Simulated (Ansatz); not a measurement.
ZrO₅

The calculation's input:

```
crystal:
  lattice:
    - [4.1992207411, 0.0, 0.0]
    - [-2.0996103706, 3.6366318379, 0.0]
    - [0.0, 0.0, 4.0730641554]
  atoms:
    - { symbol: Zr, position: [0.0, 0.0, 0.0] }
    - { symbol: O, position: [0.3333333333, 0.6666666667, 0.1694825741] }
    - { symbol: O, position: [0.3333333333, 0.6666666667, 0.8305174259] }
    - { symbol: O, position: [0.6666666667, 0.3333333333, 0.8305174259] }
    - { symbol: O, position: [0.6666666667, 0.3333333333, 0.1694825741] }
    - { symbol: O, position: [0.0, 0.0, 0.5] }
basis:
  ecutwfc: 420
kpoints:
  mp_grid: { grid: [12, 12, 10] }
hamiltonian:
  xc: pbe
scf:
  occupations: { method: gaussian, width: 0.1 }
output:
  forces: true
  stress: true
  eigenvalues: true
  write_density: true
  write_potential: true
  elf: true
  volumetric_format: npy
relax:
  adjacent_minimum: "off"
  f_tol: 0.01
  max_steps: 80
  cell: { stress_tol: 0.05 }
```

Command:

```sh
ansatz run input.yaml --threads 1 --pin off --max-ram 2560MiB --backend cpu --events-out ev --progress --plain --runs-dir out
```

Below, planes, directions and counts refer to the conventional cell (a = 4.20 Å, b = 4.20 Å, c = 4.07 Å, α = 90.00°, β = 90.00°, γ = 120.00°).

The fields are those of the run's last geometry, not of the input's.

Space group P6/mmm; a structure generated by program, which may or may not match a known phase.

Theory: DFT PBE, scalar-relativistic, plane waves, PAW in Ansatz 0.2.0.

In a PAW calculation such maps are meaningful between the atoms, not at the nuclei.

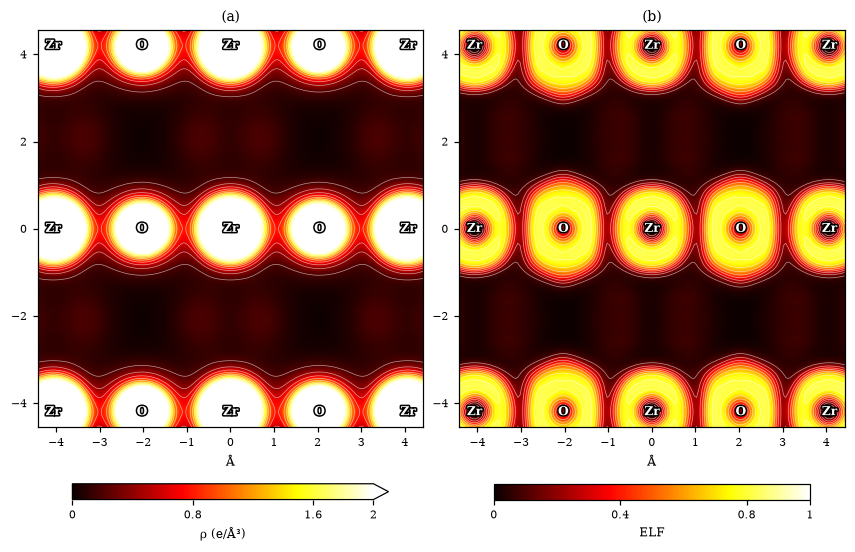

Figure 1. (a) valence pseudo-density; (b) ELF on the (11̄0) plane of the conventional cell.

### What does the map show?

Atoms in the plane: Zr and O. Zr–O (2.04 Å): ρ at the midpoint is about 0.8 e/Å³; the ELF peaks at about 0.85 in the valence shell of O, 0.6 Å from its nucleus, and drops to about 0.25 between the two atoms; no localised pair shows between them. Between the atoms the lowest density in this plane is 0.02 e/Å³. The features right at Zr lie inside the PAW spheres, where the map follows smoothed inner orbitals and isn't to be read closely.

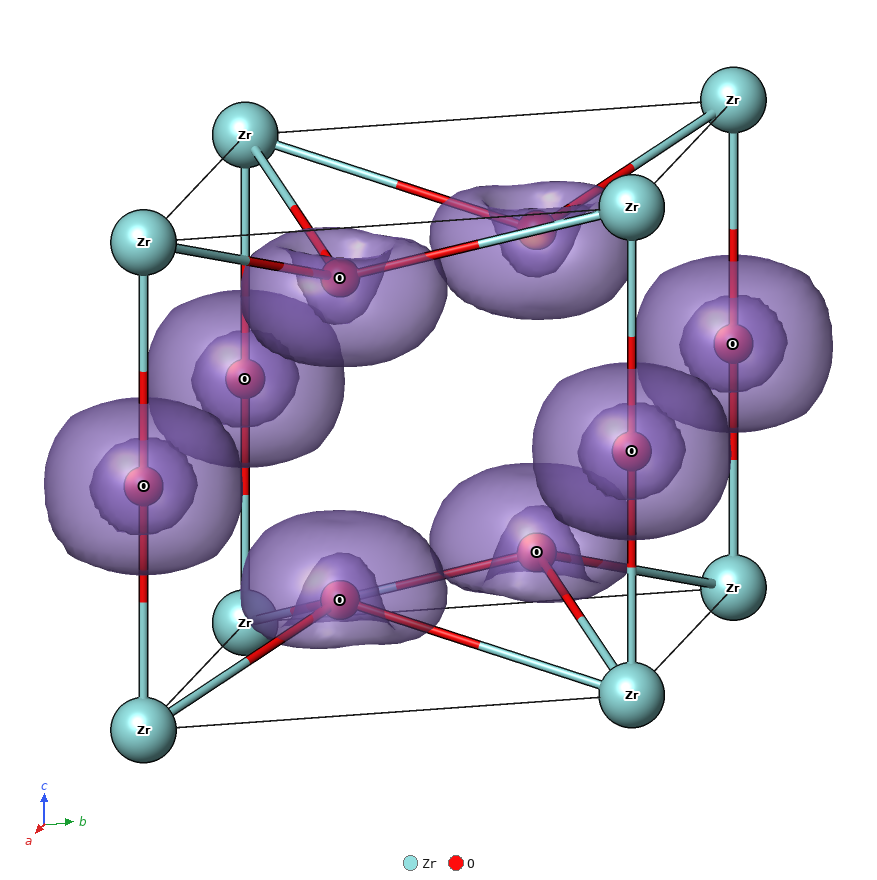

Figure 2. Isosurface of the ELF at 0.75 (purple), seen slightly off an axis. Core shells and regions of very low density are left out. Sticks mark near contacts.

### Where are the electrons localised?

At this value the surface marks out five regions wrapped around O (the valence shell of each), counted in one cell of 6 atoms. Any copies at cell faces, edges or corners count once. Along the contacts the grid gives the following. O–O (1.38 Å): the ELF peaks at about 0.70 between the atoms.

### Does the calculation give a band gap?

It is gapless in this calculation (a metal or semimetal).
